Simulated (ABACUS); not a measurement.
## Band-structure run, with input and output: MgS (part 1 of 2)

System: MgS (Fm-3m, 2 atoms in the cell).
Method: Kohn-Sham DFT of a periodic cell, r2SCAN, SG15 ONCV 1.2 PBE, no spin polarisation (ABACUS 3.10.1).

The structure derives from an entry of the Crystallography Open Database.

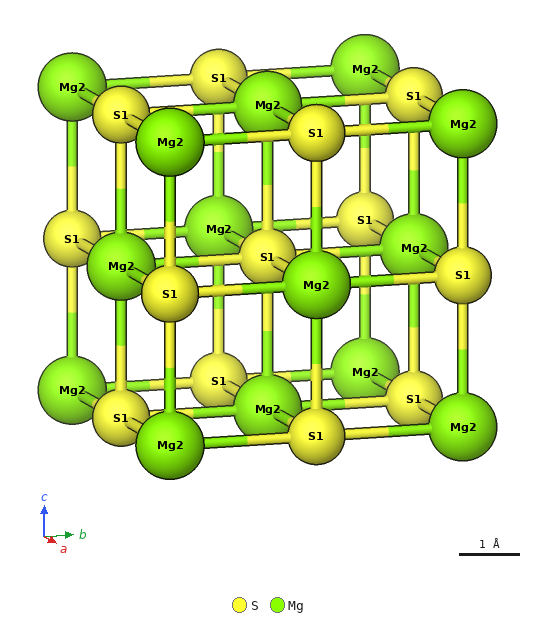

Fig. 1: The structure (ball-and-stick view of the cell 4 times as large as that of the calculation, set on its symmetry axes, seen slightly off an axis; atoms are numbered from 1 in the order of the input). An atom can appear more than once, as a periodic image. Near neighbours in the periodic cell (some may lie outside the picture): S has 6 Mg at 2.60 Å; Mg has 6 S at 2.60 Å.

**Input**
```
INPUT_PARAMETERS
suffix              MgS
calculation         scf
basis_type          pw
pseudo_dir          ./
symmetry            1
dft_functional      MGGA_X_R2SCAN+MGGA_C_R2SCAN
ecutwfc             97
pseudo_rcut         7
nspin               1
nbands              18
ks_solver           dav
smearing_method     fd
smearing_sigma      0.00367493
scf_thr             1e-08
scf_nmax            100
mixing_type         broyden
mixing_beta         0.7
cal_force           1
cal_stress          1
mixing_tau          1
out_chg             1
kpar                4
```

**File STRU**
```
ATOMIC_SPECIES
S 32.0600 S_ONCV_PBE-1.2.upf
Mg 24.3050 Mg_ONCV_PBE-1.2.upf

LATTICE_CONSTANT
1.8897261246

LATTICE_VECTORS
0.0000000000 2.6016500000 2.6016500000
2.6016500000 0.0000000000 2.6016500000
2.6016500000 2.6016500000 0.0000000000

ATOMIC_POSITIONS
Direct

S
0.0
1
0.5000000000 0.5000000000 0.5000000000 1 1 1

Mg
0.0
1
0.0000000000 0.0000000000 0.0000000000 1 1 1
```

**File KPT**
```
K_POINTS
0
Gamma
6 6 6 0 0 0
```

Machine: 4 threads of Intel Xeon @ 2.50GHz (Skylake/Cascade Lake), 32 GiB of memory available, shared host.

Launch command:
```bash
OMP_NUM_THREADS=1 mpirun -np 4 abacus > log
```

**Log**
```
ABACUS v3.10.1

               Atomic-orbital Based Ab-initio Computation at UStc

 ------------------------------------------------------------------------------------

 READING GENERAL INFORMATION
                           global_out_dir = OUT.MgS/
                           global_in_card = INPUT
                               pseudo_dir = ./
                              orbital_dir =
                                    DSIZE = 4
                                    GSIZE = 1

 READING UNITCELL INFORMATION
                                    ntype = 2
                  lattice constant (Bohr) = 1.88973
              lattice constant (Angstrom) = 1

 READING ATOM TYPE 1
                               atom label = S
                      L=0, number of zeta = 1
                      L=1, number of zeta = 1
                      L=2, number of zeta = 1
             number of atom for this type = 1

 READING ATOM TYPE 2
                               atom label = Mg
                      L=0, number of zeta = 1
                      L=1, number of zeta = 1
                      L=2, number of zeta = 1
             number of atom for this type = 1

                        TOTAL ATOM NUMBER = 2
DIRECT COORDINATES
    atom                   x                   y                   z     mag                  vx                  vy                  vz
taud_S1            0.5000000000        0.5000000000        0.5000000000  0.0000        0.0000000000        0.0000000000        0.0000000000
taud_Mg1            0.0000000000        0.0000000000        0.0000000000  0.0000        0.0000000000        0.0000000000        0.0000000000

                          Volume (Bohr^3) = 237.669
                             Volume (A^3) = 35.2189

 Lattice vectors: (Cartesian coordinate: in unit of a_0)
                   +0            +2.60165            +2.60165
             +2.60165                  +0            +2.60165
             +2.60165            +2.60165                  +0
 Reciprocal vectors: (Cartesian coordinate: in unit of 2 pi/a_0)
            -0.192186           +0.192186           +0.192186
            +0.192186           -0.192186           +0.192186
            +0.192186           +0.192186           -0.192186
 The esolver type has been set to : ksdft_pw

                PAO radial cut off (Bohr) = 7

 Read in pseudopotential file is S_ONCV_PBE-1.2.upf
                     pseudopotential type = NC
          exchange-correlation functional = PBE
                 nonlocal core correction = 0
                        valence electrons = 6
                                     lmax = 1
                           number of zeta = 0
                     number of projectors = 4
                           L of projector = 0
                           L of projector = 0
                           L of projector = 1
                           L of projector = 1
 XC functional updated to : MGGA_X_R2SCAN+MGGA_C_R2SCAN
          exchange-correlation functional = MGGA_X_R2SCAN+MGGA_C_R2SCAN
                PAO radial cut off (Bohr) = 7

 Read in pseudopotential file is Mg_ONCV_PBE-1.2.upf
                     pseudopotential type = NC
          exchange-correlation functional = PBE
                 nonlocal core correction = 0
                        valence electrons = 10
                                     lmax = 1
                           number of zeta = 0
                     number of projectors = 4
                           L of projector = 0
                           L of projector = 0
                           L of projector = 1
                           L of projector = 1
 XC functional updated to : MGGA_X_R2SCAN+MGGA_C_R2SCAN
          exchange-correlation functional = MGGA_X_R2SCAN+MGGA_C_R2SCAN
     initial pseudo atomic orbital number = 0

 SETUP THE ELECTRONS NUMBER
             electron number of element S = 6
       total electron number of element S = 6
            electron number of element Mg = 10
      total electron number of element Mg = 10
            AUTOSET number of electrons:  = 16
                           occupied bands = 8
                                   NBANDS = 18
                                   NLOCAL = 18

%%%%%%%%%%%%%%%%%%%%%%%%%%%%%%%%%%%%%%%%%%%%%%%%%%%%%%%%%%%%%%%%%%%%%%%%%%%%%%%%%%%%%%%%%%%%%%%%%%%%%%%%%%
 Warning: the number of valence electrons in pseudopotential > 2 for Mg: [Ne] 3s2
 Pseudopotentials with additional electrons can yield (more) accurate outcomes, but may be less efficient.
 If you're confident that your chosen pseudopotential is appropriate, you can safely ignore this warning.
%%%%%%%%%%%%%%%%%%%%%%%%%%%%%%%%%%%%%%%%%%%%%%%%%%%%%%%%%%%%%%%%%%%%%%%%%%%%%%%%%%%%%%%%%%%%%%%%%%%%%%%%%%

 SETUP THE PLANE WAVE BASIS
 energy cutoff for charge/potential (unit:Ry) = 388
            fft grid for charge/potential = [ 45, 45, 45 ]
                        fft grid division = [ 1, 1, 1 ]
        big fft grid for charge/potential = [ 45, 45, 45 ]
                                     nbxx = 91125
                                     nrxx = 91125

 SETUP PLANE WAVES FOR CHARGE/POTENTIAL
                    number of plane waves = 30731
                         number of sticks = 1285

 PARALLEL PW FOR CHARGE/POTENTIAL
     PROC   COLUMNS(POT)             PW
        1           1285          30731
 --------------- sum -------------------
        1           1285          30731
                            number of |g| = 320
                                  max |g| = 35.0147
                                  min |g| = 0

----------- Double Check Mixing Parameters Begin ------------
mixing_type: broyden
mixing_beta: 0.7
mixing_gg0: 1
mixing_gg0_min: 0.1
mixing_ndim: 8
----------- Double Check Mixing Parameters End ------------

 LATTICE VECTORS: (CARTESIAN COORDINATE: IN UNIT OF A0)
                   +0            +2.60165            +2.60165
             +2.60165                  +0            +2.60165
             +2.60165            +2.60165                  +0
                       right hand lattice = 1
                                   NORM_A = 3.67929
                                   NORM_B = 3.67929
                                   NORM_C = 3.67929
                           ALPHA (DEGREE) = 60
                           BETA  (DEGREE) = 60
                           GAMMA (DEGREE) = 60

 The lattice vectors have been changed (STRU_SIMPLE.cif)

(for optimal symmetric configuration:)
                             BRAVAIS TYPE = 3
                     BRAVAIS LATTICE NAME = 03. Cubic F (face-centered)
                                    ibrav = 3
                                    IBRAV = 3
                                  BRAVAIS = FACE CENTERED CUBIC
                       LATTICE CONSTANT A = 5.2033
Original cell was already a primitive cell.
                        ROTATION MATRICES = 48
              PURE POINT GROUP OPERATIONS = 48
                   SPACE GROUP OPERATIONS = 48
                              POINT GROUP = O_h
               POINT GROUP IN SPACE GROUP = O_h

 SETUP K-POINTS
                                    nspin = 1
                   Input type of k points = Monkhorst-Pack(Gamma)
                                   nkstot = 216
                       right hand lattice = 1
(for reciprocal lattice: )
                             BRAVAIS TYPE = 2
                     BRAVAIS LATTICE NAME = 02. Cubic I (body-centered)
                                    ibrav = 2
                       right hand lattice = 1
(for k-lattice: )
                             BRAVAIS TYPE = 2
                     BRAVAIS LATTICE NAME = 02. Cubic I (body-centered)
                                    ibrav = 2
                       right hand lattice = 1
                        ROTATION MATRICES = 48
                               nkstot_ibz = 16
K-POINTS REDUCTION ACCORDING TO SYMMETRY
     IBZ    DIRECT_X    DIRECT_Y    DIRECT_Z  WEIGHT  ibz2bz
       1  0.00000000  0.00000000  0.00000000  0.0046       0
       2  0.16666667  0.16666667  0.16666667  0.0370       1
       3  0.33333333  0.33333333  0.33333333  0.0370       2
       4  0.50000000  0.50000000  0.50000000  0.0185       3
       5  0.16666667  0.16666667  0.00000000  0.0278       7
       6  0.33333333  0.33333333  0.16666667  0.1111       8
       7  0.50000000  0.50000000  0.33333333  0.1111       9
       8  0.50000000  0.33333333  0.33333333  0.1111      10
       9  0.33333333  0.16666667  0.16666667  0.0556      11
      10  0.33333333  0.33333333  0.00000000  0.0278      14
      11  0.50000000  0.50000000  0.16666667  0.1111      15
      12 -0.33333333  0.33333333  0.33333333  0.0556      16
      13  0.50000000  0.50000000  0.00000000  0.0139      21
      14  0.50000000  0.33333333  0.16666667  0.1111      51
      15  0.50000000  0.33333333 -0.33333333  0.1111      52
      16  0.50000000  0.33333333 -0.16666667  0.0556      58

                               nkstot now = 16
[... K-POINTS DIRECT COORDINATES: 16 rows ...]

           k-point number in this process = 4
       minimum distributed K point number = 4
[... stars of the k points ...]

[... K-POINTS CARTESIAN COORDINATES: 4 rows ...]

[... K-POINTS DIRECT COORDINATES: 4 rows ...]

 SETUP PLANE WAVES FOR WAVE FUNCTIONS
     energy cutoff for wavefunc (unit:Ry) = 97
              fft grid for wave functions = [ 45, 45, 45 ]
                    number of plane waves = 4573
                         number of sticks = 361

 PARALLEL PW FOR WAVE FUNCTIONS
     PROC   COLUMNS(POT)             PW
        1            361           4573
 --------------- sum -------------------
        1            361           4573

 SETUP NONLOCAL PSEUDOPOTENTIALS IN PLANE WAVE BASIS
 S non-local projectors:
 projector 1 L=0
 projector 2 L=0
 projector 3 L=1
 projector 4 L=1
 Mg non-local projectors:
 projector 1 L=0
 projector 2 L=0
 projector 3 L=1
 projector 4 L=1
      TOTAL NUMBER OF NONLOCAL PROJECTORS = 16

 Init Non-Local PseudoPotential table :
 Init Non-Local-Pseudopotential done.

                                     npwx = 3839

 -------------------------------------------
 SELF-CONSISTENT
 -------------------------------------------
                                 init_chg = atomic

 PW ALGORITHM --------------- ION=   1  ELEC=   1--------------------------------
 Notice: Threshold on eigenvalues was too large.
 hsover_error=0.16 > DRHO=0.113157
 Origin diag ethr = 0.01
 New diag ethr = 0.000707229

 Density error is 0.113810966267
                          Error Threshold = 0.00070722897919
----------------------------------------------------------
     Energy           Rydberg                 eV
```
